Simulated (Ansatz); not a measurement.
A series of calculations on SiO2

### Relaxation

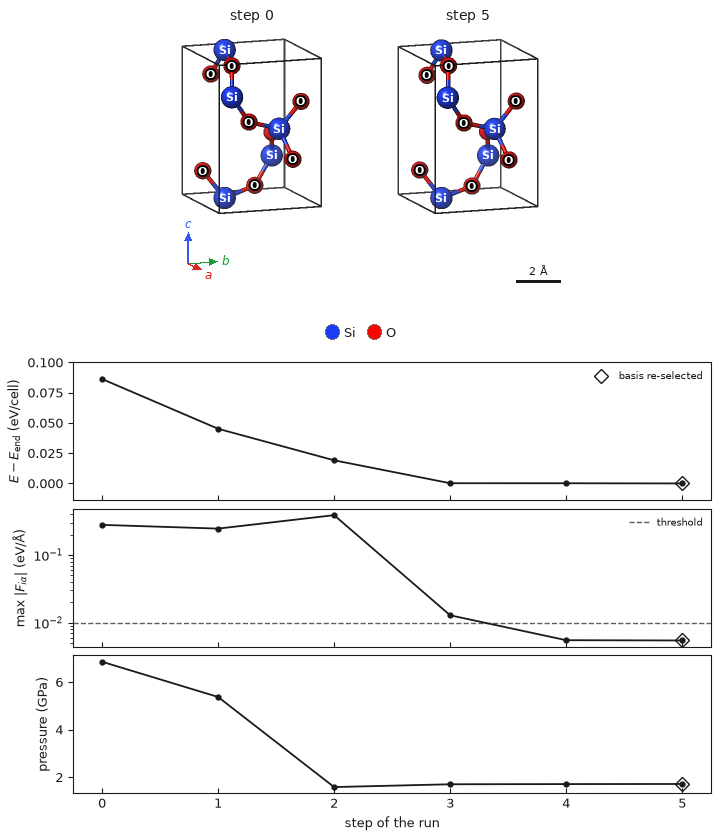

First and last geometry of a relaxation of solid SiO₂ (set up in P4_12_12), with the history of the run. A ball-and-stick model of the cell of the calculation, seen slightly off an axis.

Case: volume × 0.91, shape and atoms relaxed.

Theory: DFT PBE, scalar-relativistic, plane waves, PAW (Ansatz 0.2.0).

Input file:
```yaml
crystal:
  lattice:
    - [4.9368314921, 0.0, 0.0]
    - [0.0, 4.9368314921, 0.0]
    - [0.0, 0.0, 6.8519875646]
  atoms:
    - { symbol: Si, position: [0.3040506991, 0.3040506991, 0.0] }
    - { symbol: Si, position: [0.1959493009, 0.8040506991, 0.25] }
    - { symbol: Si, position: [0.6959493009, 0.6959493009, 0.5] }
    - { symbol: Si, position: [0.8040506991, 0.1959493009, 0.75] }
    - { symbol: O, position: [0.2371879023, 0.1139878816, 0.1844135862] }
    - { symbol: O, position: [0.3860121184, 0.7371879023, 0.4344135862] }
    - { symbol: O, position: [0.7628120977, 0.8860121184, 0.6844135862] }
    - { symbol: O, position: [0.6139878816, 0.2628120977, 0.9344135862] }
    - { symbol: O, position: [0.7371879023, 0.3860121184, 0.5655864138] }
    - { symbol: O, position: [0.8860121184, 0.7628120977, 0.3155864138] }
    - { symbol: O, position: [0.2628120977, 0.6139878816, 0.0655864138] }
    - { symbol: O, position: [0.1139878816, 0.2371879023, 0.8155864138] }
basis:
  ecutwfc: 420
kpoints:
  mp_grid: { grid: [6, 6, 4] }
hamiltonian:
  xc: pbe
scf:
  occupations: { method: gaussian, width: 0.02 }
output:
  forces: true
  stress: true
  eigenvalues: true
relax:
  adjacent_minimum: "off"
  f_tol: 0.01
  max_steps: 30
  cell: { stress_tol: 0.1, fix: [volume] }
```

Run as
```bash
ansatz run input.yaml --threads 4 --pin off --max-ram 10240MiB --backend cpu --events-out ev --progress --plain --runs-dir out
```

Did the run converge, and what did it change?

It converged. The largest moves relative to the cell, 0.059 Å, are those of 8 atoms (O5, O6, O7, O8 and others). O7 goes roughly along [0 −2 1]. Largest moves by element: O 0.059 Å, Si 0.035 Å. The drawn cell changes at constant volume: a = b 4.937 → 4.944 Å (+0.1 %), c 6.852 → 6.833 Å (−0.3 %). Near-neighbour distances that change, for instance: Si1–O12 1.608 → 1.626 Å, Si1–O11 1.608 → 1.625 Å. Among the angles between lasting bonds that change: Si1–O12–Si4 143.2° → 140.6°. The space group stays P4_12_12 (No. 92). After 4 accepted moves (5 points after the start) the energy has fallen by 86.3 meV per cell of the calculation. Largest force component: 0.28 eV/Å at the start, 0.0055 eV/Å at the end. Pressure: 6.85 GPa at the start and 1.72 GPa at the end. At 1 point the geometry stayed and the basis and grid were re-selected for the new cell (energy shift of 0.1 meV per cell of the calculation at most each time).

### Relaxation

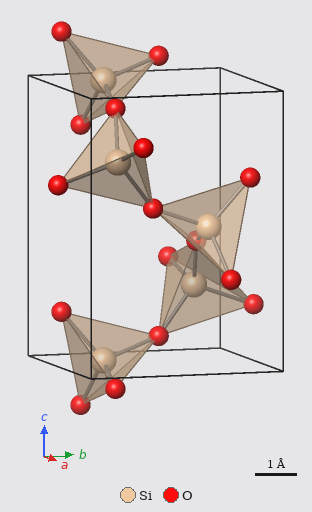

Starting structure of a crystal of SiO2 (set up in P4_12_12). Style: polyhedral. Shown: the cell of the calculation, slightly off an axis.

Case: volume × 0.97, shape and atoms relaxed.

Method: Ansatz, DFT PBE, scalar-relativistic, plane waves, PAW.

The input:
```yaml
crystal:
  lattice:
    - [5.0323459237, 0.0, 0.0]
    - [0.0, 5.0323459237, 0.0]
    - [0.0, 0.0, 7.0291456416]
  atoms:
    - { symbol: Si, position: [0.2938575611, 0.2938575611, 0.0] }
    - { symbol: Si, position: [0.2061424389, 0.7938575611, 0.25] }
    - { symbol: Si, position: [0.7061424389, 0.7061424389, 0.5] }
    - { symbol: Si, position: [0.7938575611, 0.2061424389, 0.75] }
    - { symbol: O, position: [0.2411800971, 0.0934526146, 0.1742257763] }
    - { symbol: O, position: [0.4065473854, 0.7411800971, 0.4242257763] }
    - { symbol: O, position: [0.7588199029, 0.9065473854, 0.6742257763] }
    - { symbol: O, position: [0.5934526146, 0.2588199029, 0.9242257763] }
    - { symbol: O, position: [0.7411800971, 0.4065473854, 0.5757742237] }
    - { symbol: O, position: [0.9065473854, 0.7588199029, 0.3257742237] }
    - { symbol: O, position: [0.2588199029, 0.5934526146, 0.0757742237] }
    - { symbol: O, position: [0.0934526146, 0.2411800971, 0.8257742237] }
basis:
  ecutwfc: 420
kpoints:
  mp_grid: { grid: [6, 6, 4] }
hamiltonian:
  xc: pbe
scf:
  occupations: { method: gaussian, width: 0.02 }
output:
  forces: true
  stress: true
  eigenvalues: true
relax:
  adjacent_minimum: "off"
  f_tol: 0.01
  max_steps: 30
  cell: { stress_tol: 0.1, fix: [volume] }
```

Command:
```bash
ansatz run input.yaml --threads 4 --pin off --max-ram 10240MiB --backend cpu --events-out ev --progress --plain --runs-dir out
```

What does the optimiser find from here?

The largest moves relative to the cell, 0.065 Å, are those of 8 atoms (O5, O6, O7, O8 and others). O9 goes roughly along [0 −2 −1]. Largest moves by element: O 0.065 Å, Si 0.036 Å. The drawn cell changes at constant volume: a = b 5.032 → 5.037 Å (+0.1 %), c 7.029 → 7.017 Å (−0.2 %). Among the contacts that change: Si1–O11 1.609 → 1.625 Å. Among the angles between lasting bonds that change: Si1–O12–Si4 149.1° → 146.0°. The space group stays P4_12_12 (No. 92). Over 4 accepted moves (5 points after the start) the energy falls by 6.3 meV per atom. Largest force component: 0.22 eV/Å at the start, 0.0075 eV/Å at the end. The pressure goes from 5.05 to 0.52 GPa. The SCF was repeated once at an unchanged geometry on a basis and grid sized afresh for the cell, which shifted the energy by less than 0.05 meV per atom at most. Cost: 71 s on 4 threads of Intel(R) Xeon(R) Processor @ 2.50GHz (Skylake/Cascade Lake), with other jobs on the host, peak memory 0.62 GiB.

The end point in the same view:

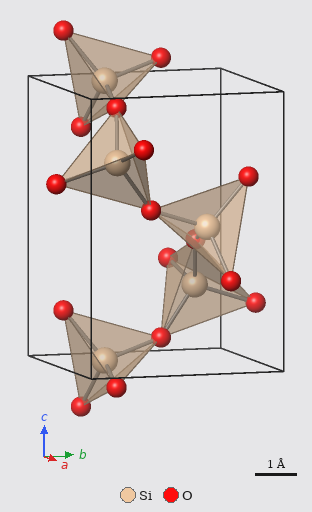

### A change

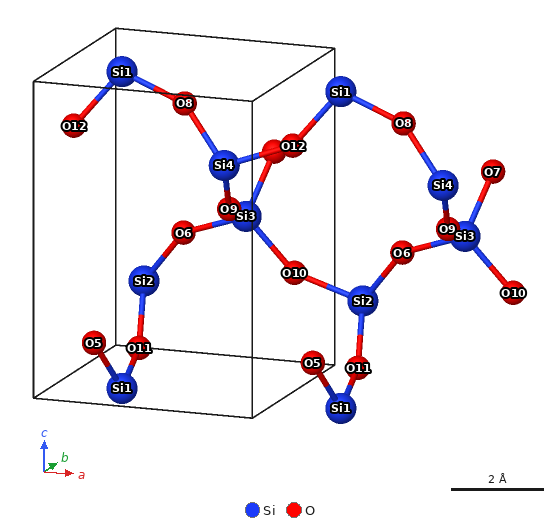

Reference structure: crystalline SiO2 (set up in P4_12_12). The picture is a ball-and-stick view of the cell of the calculation, repeated 2 × 1 × 1 with one cell outlined, seen slightly off an axis.

Level of theory: DFT PBE, scalar-relativistic, plane waves, PAW (Ansatz 0.2.0). Set-up: plane-wave cutoff 420 eV; k-point mesh 6 × 6 × 4; occupations gaussian; smearing width 0.02 eV; no spin polarisation.

Change: The volume is changed by −3.0 %. The cell's shape and the atoms are relaxed at that volume.

What does the calculation give for the changed structure?

The volume changes by −3.0 %, with a = b 5.084 → 5.037 Å (−0.9 %), c 7.101 → 7.017 Å (−1.2 %). The largest moves relative to the cell, 0.065 Å, are those of 8 atoms (O5, O6, O7, O8 and others). O6 goes roughly along [−2 0 1]. Largest moves by element: O 0.065 Å, Si 0.036 Å. The space group stays P4_12_12 (No. 92). The energy changes by less than 1 meV per atom. Pressure: 0.0 GPa before, 0.5 GPa after.
